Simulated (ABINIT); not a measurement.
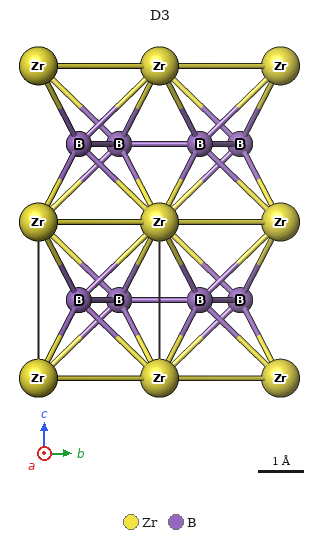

Solid ZrB₂ (set up in P6/mmm), relaxed (cell and atoms) with several dispersion corrections. The picture shows the result with D3. A ball-and-stick model of the cell of the calculation, repeated 1 × 2 × 2 with one cell outlined, seen along the a axis.

Computed with ABINIT 10.8.3: PBE, JTH PAW PBE v2.0. Set-up: plane-wave cutoff 462.6 eV; k-point mesh 10 × 10 × 8; occupations fermi-dirac; smearing width 0.05 eV; no spin polarisation.

| dispersion correction | volume (Å³/atom) | a (Å) | c (Å) |
| --- | --- | --- | --- |
| D3 | 10.075 | 3.149 | 3.519 |
| D3(BJ) | 10.022 | 3.144 | 3.512 |
| D2 | ? | ? | ? |
| none | 10.286 | 3.170 | 3.545 |

Fill in the missing row.

With D2 the volume falls between D3 (10.075) and none (10.286). The calculation gives 10.075 Å³/atom (a = 3.160 Å, c = 3.495 Å). In order of volume: D3(BJ) < D3 ≈ D2 < none; the spread is 2.6 %.

Each member starts from this one structure; whether another phase lies lower wasn't checked.
